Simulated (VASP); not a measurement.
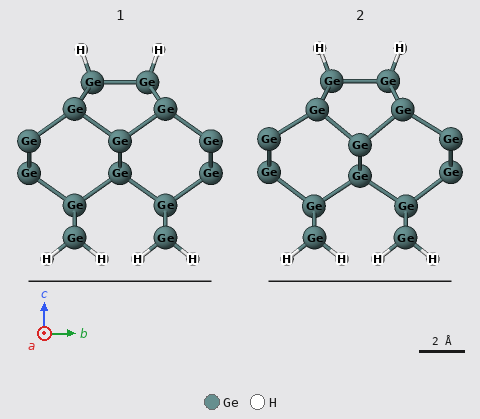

Two geometries of a slab of composition Ge₂H, drawn at one scale. One is the start of a relaxation, the other its converged end. Style: ball-and-stick. Shown: the cell of the calculation, outlined in the plane, without the vacuum (origin shifted), along the a axis.

Theory: Kohn-Sham DFT of a periodic cell, PBE, VASP PAW PBE potentials, minimal (VASP 6.6.1). (plane-wave cutoff 300 eV; k-point mesh 4 × 4 × 1; occupations gaussian; smearing width 0.03 eV; no spin polarisation)

Which of the two is the end point?

Answer. Structure 2 is the relaxed one. The run lets the atoms move in a fixed cell. 12 atoms are held fixed. After 26 geometry steps the energy has fallen by 0.399 eV per cell of the calculation. Largest force component: 0.79 eV/Å at the start, 0.0045 eV/Å at the end. The largest moves, 0.17 Å, are those of Ge atoms. Largest moves by element: Ge 0.17 Å, H 0.10 Å. The lattice vectors keep their values. Among the contacts that change: Ge–Ge 2.460 → 2.535 Å, Ge–Ge 2.495 → 2.530 Å, Ge–Ge 2.495 → 2.465 Å, Ge–H 1.553 → 1.568 Å. Among the angles between lasting bonds that change: Ge–Ge–Ge 109.5° → 100.8°, Ge–Ge–Ge 109.5° → 117.2°, Ge–Ge–Ge 90.6° → 97.3°.
